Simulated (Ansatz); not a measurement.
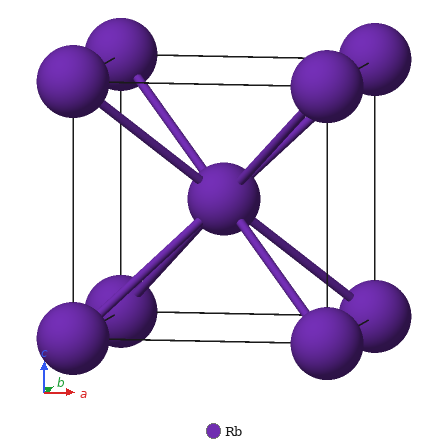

System: Rb, space group Im-3m (No. 229). The picture shows the conventional cell.

The given structure:
```
CELL_PARAMETERS angstrom
-2.80600 2.80600 2.80600
2.80600 -2.80600 2.80600
2.80600 2.80600 -2.80600
ATOMIC_POSITIONS crystal
Rb 0.00000 0.00000 0.00000
```

One of the inputs:
```
crystal:
  lattice:
    - [-2.806, 2.806, 2.806]
    - [2.806, -2.806, 2.806]
    - [2.806, 2.806, -2.806]
  atoms:
    - { symbol: Rb, position: [0.0, 0.0, 0.0] }
kpoints:
  mp_grid: { grid: [8, 8, 8] }
  band_path:
    path:
      - [0.0, 0.0, 0.0]
      - [0.5, -0.5, 0.5]
      - [0.0, 0.0, 0.5]
      - [0.0, 0.0, 0.0]
      - [0.25, 0.25, 0.25]
      - [0.5, -0.5, 0.5]
      - [0.25, 0.25, 0.25]
      - [0.0, 0.0, 0.5]
    npoints: 14
scf:
  occupations: { method: fermi_dirac, width: 0.05 }
hamiltonian:
  xc: pbe
  pseudopotentials: { kind: all_electron, lapw: { basis_error: 0.001 } }
output:
  forces: true
  stress: true
  eigenvalues: true
  populations: true
  dos: { projected: true, de: 0.2, e_range: [-14, 8] }
```

Run as:
```bash
ansatz run input.yaml --threads 1 --pin off --max-ram 2048MiB --backend cpu --events-out ev --progress --plain --runs-dir out
```

Computed with Ansatz 0.2.0: periodic Kohn-Sham DFT of a crystal at fixed atoms, scaled to the stated factor times the given cell; pressure positive in compression, energy less spherical unpolarised free atoms. Level: PBE.

method all-electron LAPW; relativity scalar; k mesh 8×8×8; occupations Fermi–Dirac; smearing width 0.05 eV; basis error target 1 (meV/atom); nucleus Gaussian.

V(given) is 88.37 Å³/atom.

What does the calculation give for the energy less free atoms and pressure against V/V(given)? The V/V(given) takes the values 0.941, 0.970, 1.000, 1.030, 1.060.

A third-order Birch–Murnaghan fit gives V0 = 91.35 Å³/atom, B0 = 2.89 GPa and B′ = 3.2. The energy less free atoms is −0.9049 eV/atom at V/V(given) 0.941 and −0.9120 eV/atom at 1.060; the lowest computed point is at V/V(given) 1.030 (−0.9125 eV/atom). The pressure falls from 0.316 GPa at V/V(given) 0.941 to −0.064 GPa at 1.060, and changes sign near 1.035.

| V/V(given) | energy less free atoms (eV/atom) | pressure (GPa) |
| --- | --- | --- |
| 0.941 | −0.9049 | 0.316 |
| 0.970 | −0.9091 | 0.202 |
| 1.000 | −0.9116 | 0.100 |
| 1.030 | −0.9125 | 0.013 |
| 1.060 | −0.9120 | −0.064 |

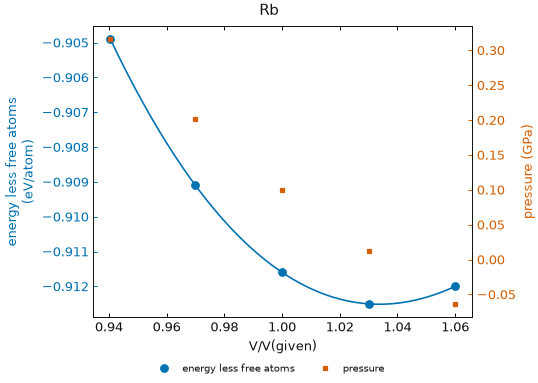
